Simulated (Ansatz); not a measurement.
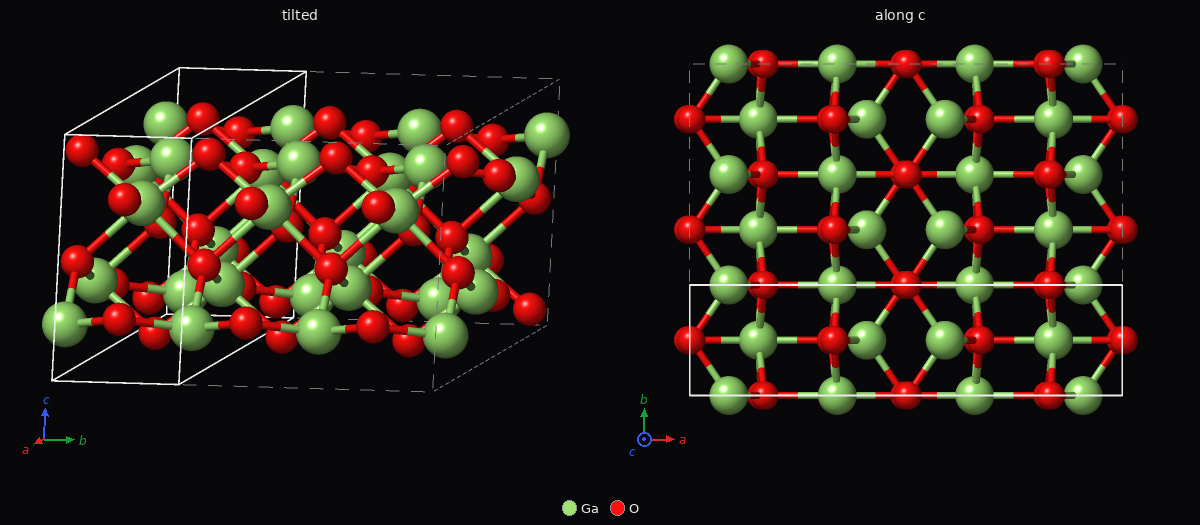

This ball-and-stick model is shown slightly off an axis and along the c axis. The conventional unit cell (solid box) is repeated to 1×3×1 cells.

The solid is Ga2O3. It belongs to space group C2/m (No. 12) and has a base-centred monoclinic lattice. With Z = 4, the cell contains 8 Ga, 12 O. Ga takes two kinds of site: 4i with six O in a distorted octahedral arrangement; 4i with four O in a distorted tetrahedral arrangement. O takes three kinds of site: 4i with three Ga in a distorted trigonal planar arrangement; 4i with four Ga in a distorted tetrahedral arrangement; 4i with three Ga. The bonds build a three-dimensional framework.

It goes back to a structure listed in the Materials Project. The picture shows the end point of a geometry optimisation with DFT PBEsol, scalar-relativistic, plane waves, PAW (Ansatz 0.2.0).
